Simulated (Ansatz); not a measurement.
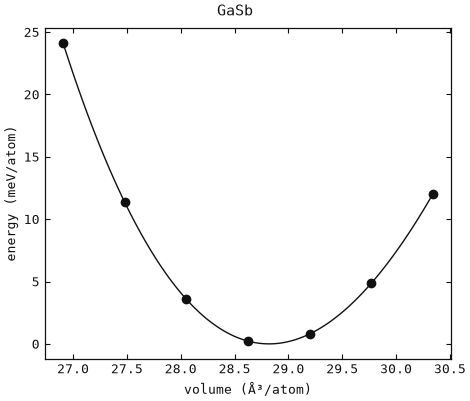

The picture above shows the energy against volume for GaSb, space group F-43m (No. 216).

Structure:
```
Sb Ga
1.0
     0.00000    3.05900    3.05900
     3.05900    0.00000    3.05900
     3.05900    3.05900    0.00000
Sb Ga
1 1
Cartesian
  4.5885 4.5885 4.5885
  0.0000 0.0000 0.0000
```

How it was computed, with Ansatz 0.2.0: plane-wave DFT, no spin polarisation; energies at scaled volumes of the given cell, shape and fractions fixed, counted from the fit's minimum, third-order Birch-Murnaghan fit. Level: m-r2SCAN.

k mesh 8×8×8; occupations Fermi–Dirac; smearing width 0.05 eV; potentials Ansatz PAW; wave cutoff 500 eV; density cutoff 2000 eV.

This calculation gives: equilibrium volume 28.82 Å³/atom and bulk modulus 53.1 GPa.

Now Sb is replaced by As on all its sites, which gives GaAs in the same structure. The second calculation uses k mesh 8×8×8. How do these quantities change?

The equilibrium volume falls from 28.82 to 22.74 Å³/atom (−21 %) and the bulk modulus rises from 53.1 to 72.4 GPa (+36 %).

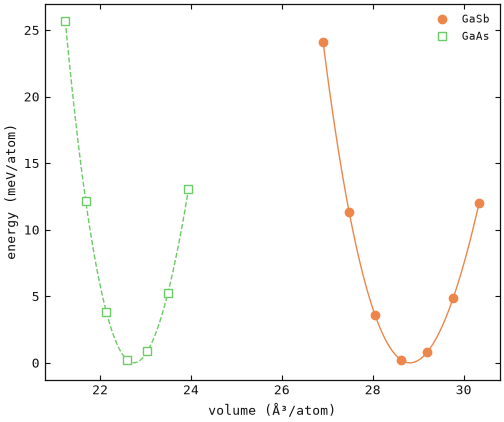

The two results together.

V0 and the bulk modulus come from third-order Birch–Murnaghan fits.
